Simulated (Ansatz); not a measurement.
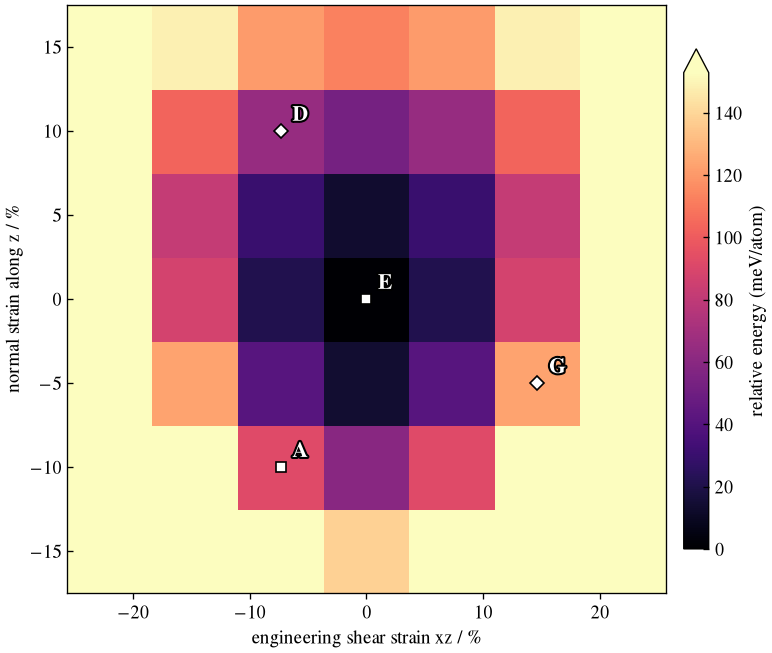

CdSe (F-43m, No. 216; 2 atoms in the cell). 
- The energy is mapped over two homogeneous strains.
- The first coordinate is: engineering shear strain xz; the second: normal strain along z.
- Nothing is relaxed (fractional coordinates fixed).
- Grid: 7 × 7 points; 28 points were computed and 21 follow by symmetry.
- Points are written as (first, second).
- Energies are in meV/atom, from the lowest grid point.
- The band gap closes in part of the range.
- These are results of DFT PBEsol, scalar-relativistic, plane waves, PAW (Ansatz), not measurements. Settings: cutoff 420 eV, k-mesh 10×10×10, gaussian smearing 0.05 eV, no spin polarisation.

Drawn: one coloured cell a grid point, one colour for all values above the top of the scale, lettered points.

Is G the lowest point of the computed grid?

Answer. No. G lies 123 meV/atom above the lowest grid point, which is at (0.0 %, 0 %).

Which space group has the cell at each letter?

Answer. A: C2; D: C2; E: F-43m; G: C2.

Rank the lettered points by energy, lowest first.

Answer. E (0 meV/atom), D (65 meV/atom), A (92 meV/atom), G (123 meV/atom).
